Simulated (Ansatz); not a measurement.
## Band-structure calculation, with input and output: MgO2 (part 2 of 2)

The same run, continued: MgO2 (Pa-3, 12 atoms in the cell); DFT, HSE06, plane waves, PAW, no spin polarisation (Ansatz 0.2.0); cutoff 420 eV, 4×4×4 k-mesh, fixed occupations. The structure derives from a Materials Project entry. The geometry comes from this level: r2SCAN.

Geometry of the input (Å; fractional positions):
```
4.8340  0.0000  0.0000
0.0000  4.8340  0.0000
0.0000  0.0000  4.8340
Mg 0.0000  0.5000  0.5000
Mg 0.5000  0.5000  0.0000
Mg 0.5000  0.0000  0.5000
Mg 0.0000  0.0000  0.0000
O  0.4112  0.0888  0.9112
O  0.0888  0.9112  0.4112
O  0.9112  0.4112  0.0888
O  0.5888  0.5888  0.5888
O  0.4112  0.4112  0.4112
O  0.0888  0.5888  0.9112
O  0.9112  0.0888  0.5888
O  0.5888  0.9112  0.0888
```

Output, continued:
```
  k-point 0: bands = ["-71.2869", "-71.2851", "-71.2851", "-71.2851", "-36.2098", "-36.2098", "-36.2098", "-36.2015", "-36.1969", "-36.1969", "-36.1969", "-36.1949", "-36.1949", "-36.1882", "-36.1882", "-36.1882", "-17.0835", "-16.2352", "-16.2352", "-16.2352", "-10.2430", "-10.2430", "-10.2430", "-9.8044", "0.0251", "0.1753", "0.1753", "0.1753", "0.3856", "0.3856", "0.3856", "1.1015", "1.1015", "2.1662", "2.1662", "2.1662", "3.6433", "3.6433", "3.6433", "5.1379", "5.1379", "5.1379", "5.6373", "5.6373", "12.8494", "12.8494", "12.8494", "12.9113", "14.1902", "18.6643", "18.6643"]
  k-point 1: bands = ["-71.2866", "-71.2854", "-71.2851", "-71.2851", "-36.2079", "-36.2079", "-36.2070", "-36.2014", "-36.1988", "-36.1973", "-36.1964", "-36.1956", "-36.1943", "-36.1917", "-36.1895", "-36.1895", "-16.9609", "-16.3602", "-16.2220", "-16.2219", "-10.2429", "-10.2403", "-10.1989", "-9.8903", "-0.4550", "-0.4014", "-0.1351", "0.1304", "0.5689", "0.7185", "0.8873", "1.2029", "1.3552", "1.8318", "1.8636", "2.2236", "3.9838", "4.0905", "4.1311", "5.0799", "5.1016", "5.2917", "5.4209", "5.6166", "12.2504", "12.5378", "12.7506", "12.8245", "15.2545", "18.2601", "18.5723"]
  k-point 2: bands = ["-71.2860", "-71.2860", "-71.2851", "-71.2851", "-36.2036", "-36.2036", "-36.2034", "-36.2034", "-36.1996", "-36.1996", "-36.1978", "-36.1978", "-36.1926", "-36.1926", "-36.1922", "-36.1922", "-16.6618", "-16.6618", "-16.2086", "-16.2086", "-10.2399", "-10.2399", "-10.0655", "-10.0655", "-0.6867", "-0.6867", "-0.1766", "-0.1766", "0.8041", "0.8041", "1.1327", "1.1327", "1.5731", "1.5731", "2.0204", "2.0204", "4.6470", "4.6470", "4.7570", "4.7570", "4.9099", "4.9099", "5.5131", "5.5131", "12.0914", "12.0914", "12.6924", "12.6924", "16.8223", "16.8223", "18.4477"]
  k-point 10: bands = ["-71.2856", "-71.2856", "-71.2856", "-71.2856", "-36.2133", "-36.2133", "-36.2133", "-36.2133", "-36.1919", "-36.1919", "-36.1919", "-36.1919", "-36.1905", "-36.1905", "-36.1905", "-36.1905", "-16.3792", "-16.3792", "-16.3792", "-16.3792", "-10.2913", "-10.2913", "-10.2913", "-10.2913", "-0.0742", "-0.0742", "-0.0742", "-0.0742", "0.3869", "0.3869", "0.3869", "0.3869", "2.0858", "2.0858", "2.0858", "2.0858", "4.8931", "4.8931", "4.8931", "4.8931", "5.0528", "5.0528", "5.0528", "5.0528", "12.7851", "12.7851", "12.7851", "12.7851", "17.1909", "17.1909", "17.1909"]
```

File rho_z.tsv:
```
# z_ang	rho[e/angstrom^3]
# format = ansatz-planar-average/11
# lattice	4.833988168	0.000000000	0.000000000
# lattice	0.000000000	4.833988168	0.000000000
# lattice	0.000000000	0.000000000	4.833988168
# sites	12
# site	12	0.000000000	2.416994084	2.416994084
# site	12	2.416994084	2.416994084	0.000000000
# site	12	2.416994084	0.000000000	2.416994084
# site	12	0.000000000	0.000000000	0.000000000
# site	8	1.987543511	0.429450573	4.404537595
# site	8	0.429450573	4.404537595	1.987543511
# site	8	4.404537595	1.987543511	0.429450573
# site	8	2.846444657	2.846444657	2.846444657
# site	8	1.987543511	1.987543511	1.987543511
# site	8	0.429450573	2.846444657	4.404537595
# site	8	4.404537595	0.429450573	2.846444657
# site	8	2.846444657	4.404537595	0.429450573
0.000000	1.704894e0
0.134277	1.579159e0
0.268555	1.278969e0
0.402832	9.619939e-1
0.537110	7.265646e-1
0.671387	5.591600e-1
0.805665	4.166637e-1
0.939942	3.007222e-1
1.074220	2.310857e-1
1.208497	2.093889e-1
1.342774	2.310857e-1
1.477052	3.007222e-1
1.611329	4.166637e-1
1.745607	5.591600e-1
1.879884	7.265646e-1
2.014162	9.619939e-1
2.148439	1.278969e0
2.282717	1.579159e0
2.416994	1.704894e0
2.551272	1.579159e0
2.685549	1.278969e0
2.819826	9.619939e-1
2.954104	7.265646e-1
3.088381	5.591600e-1
3.222659	4.166637e-1
3.356936	3.007222e-1
3.491214	2.310857e-1
3.625491	2.093889e-1
3.759769	2.310857e-1
3.894046	3.007222e-1
4.028323	4.166637e-1
4.162601	5.591600e-1
4.296878	7.265646e-1
4.431156	9.619939e-1
4.565433	1.278969e0
4.699711	1.579159e0
```

File v_z.tsv:
```
# z_ang	v_es[eV]	v_tot[eV]
# format = ansatz-planar-average/11
# xc	hse06
# density_cutoff_ev	1680
# datasets	Mg=:simpson_from_first_knot:soft:fock:shift=0	O=:simpson_from_first_knot:soft:fock:shift=0
# lattice	4.833988168	0.000000000	0.000000000
# lattice	0.000000000	4.833988168	0.000000000
# lattice	0.000000000	0.000000000	4.833988168
# sites	12
# site	12	0.000000000	2.416994084	2.416994084
# site	12	2.416994084	2.416994084	0.000000000
# site	12	2.416994084	0.000000000	2.416994084
# site	12	0.000000000	0.000000000	0.000000000
# site	8	1.987543511	0.429450573	4.404537595
# site	8	0.429450573	4.404537595	1.987543511
# site	8	4.404537595	1.987543511	0.429450573
# site	8	2.846444657	2.846444657	2.846444657
# site	8	1.987543511	1.987543511	1.987543511
# site	8	0.429450573	2.846444657	4.404537595
# site	8	4.404537595	0.429450573	2.846444657
# site	8	2.846444657	4.404537595	0.429450573
0.000000	-4.456497e0	-1.472068e1
0.134277	-3.826193e0	-1.397233e1
0.268555	-2.364405e0	-1.219488e1
0.402832	-5.978479e-1	-9.948118e0
0.537110	1.552638e0	-7.238807e0
0.671387	3.843571e0	-4.373044e0
0.805665	5.952695e0	-1.789155e0
0.939942	7.857033e0	4.362491e-1
1.074220	9.385920e0	2.205014e0
1.208497	9.972973e0	2.887055e0
1.342774	9.385920e0	2.205014e0
1.477052	7.857033e0	4.362491e-1
1.611329	5.952695e0	-1.789155e0
1.745607	3.843571e0	-4.373044e0
1.879884	1.552638e0	-7.238807e0
2.014162	-5.978479e-1	-9.948118e0
2.148439	-2.364405e0	-1.219488e1
2.282717	-3.826193e0	-1.397233e1
2.416994	-4.456497e0	-1.472068e1
2.551272	-3.826193e0	-1.397233e1
2.685549	-2.364405e0	-1.219488e1
2.819826	-5.978479e-1	-9.948118e0
2.954104	1.552638e0	-7.238807e0
3.088381	3.843571e0	-4.373044e0
3.222659	5.952695e0	-1.789155e0
3.356936	7.857033e0	4.362491e-1
3.491214	9.385920e0	2.205014e0
3.625491	9.972973e0	2.887055e0
3.759769	9.385920e0	2.205014e0
3.894046	7.857033e0	4.362491e-1
4.028323	5.952695e0	-1.789155e0
4.162601	3.843571e0	-4.373044e0
4.296878	1.552638e0	-7.238807e0
4.431156	-5.978479e-1	-9.948118e0
4.565433	-2.364405e0	-1.219488e1
4.699711	-3.826193e0	-1.397233e1
```

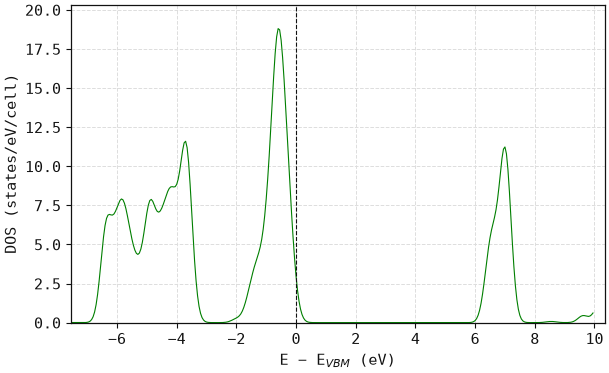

*Density of states (the curve is built from the levels of the k mesh with Gaussians 0.4 eV wide, which also blur the band edges), with energies from the valence-band top.*

There is a gap of 6.36 eV on the k-point mesh. Small ripples come from the finite k-point mesh.

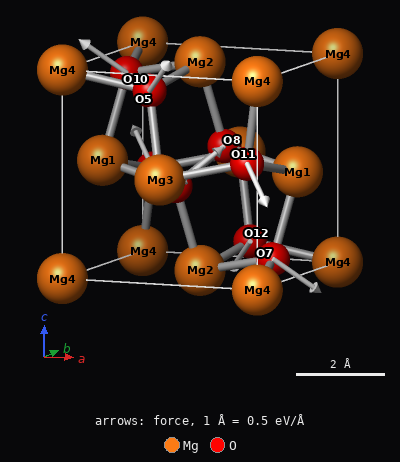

*Forces on the atoms as white arrows (ball-and-stick view of the cell of the calculation, seen slightly off an axis; atoms are numbered from 1 in the order of the input).*

The largest act on all 8 O atoms (0.74 eV/Å). The geometry is not a stationary point of this energy.

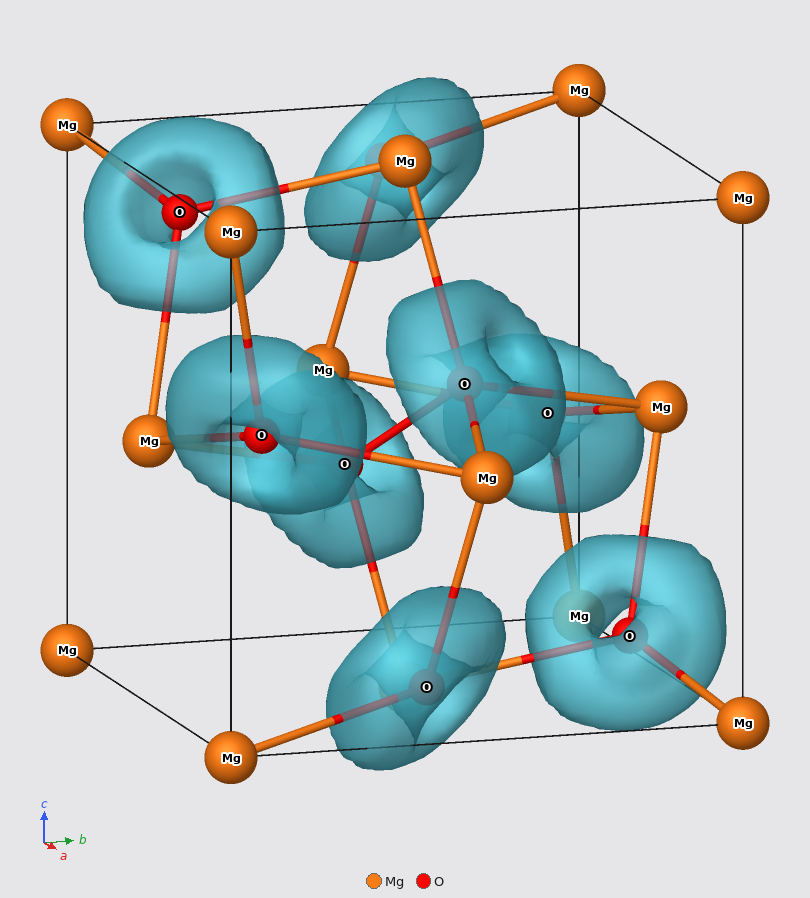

*Isosurface of the electron localisation function at 0.75 (cyan), seen slightly off an axis. Core shells and regions of very low density are left out. Sticks mark near contacts. The outline is the cell set on symmetry axes.*

Values along the shortest contacts: O–O (1.49 Å): the ELF peaks at about 0.75 between the atoms (a covalent bond). Mg–O (2.08 Å): the ELF is about 0.40 at the midpoint. The fields are those of the smooth PAW valence density.

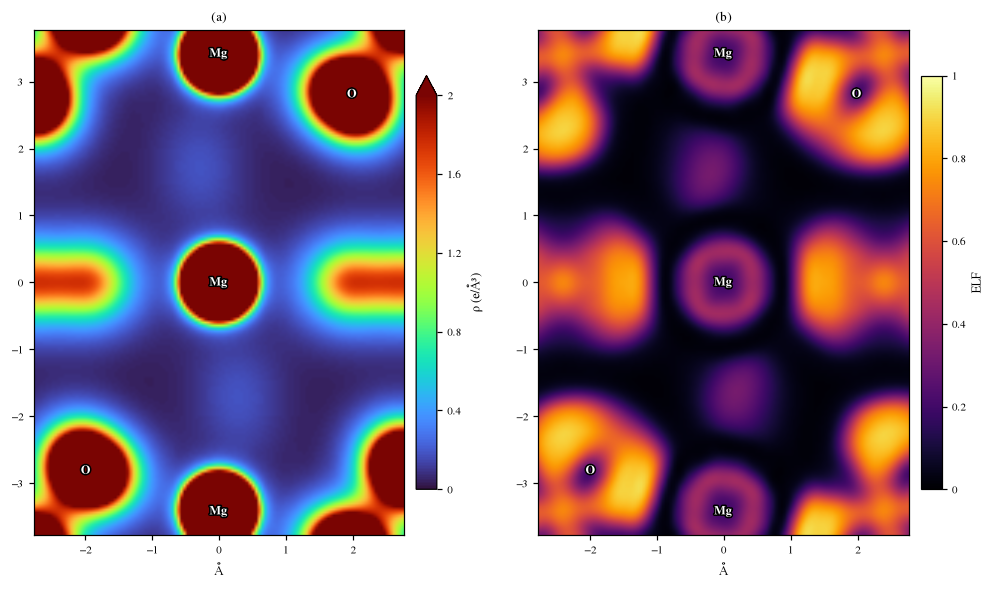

*(a) valence charge density (pseudo); (b) ELF on the (101) plane of the conventional cell.*

Mg–O (2.08 Å): ρ at the midpoint is about 0.36 e/Å³; the ELF is about 0.40 at the midpoint. Away from the nuclei the density in this plane falls to 0.04 e/Å³ at its lowest.

Summary:

| quantity | value |
| --- | --- |
| outcome | converged |
| space group (tolerance 0.01 Å) | Pa-3 (205) |
| electrons treated | 88 |
| free energy | −12234.3835 eV |
| Fermi energy | 5.637 eV |
| gap on the k-point mesh | 6.36 eV |
| pressure | −1.29 GPa |
| largest force (length of the vector) | 0.739 eV/Å |
| wall time | 7.9 min (CPU time 12 min) |
| peak memory | 1.7 GiB |

Remarks:

Warnings of the run: the exchange loop's threshold is looser than advised for the stress; the SCF threshold is looser than advised for the printed stress.
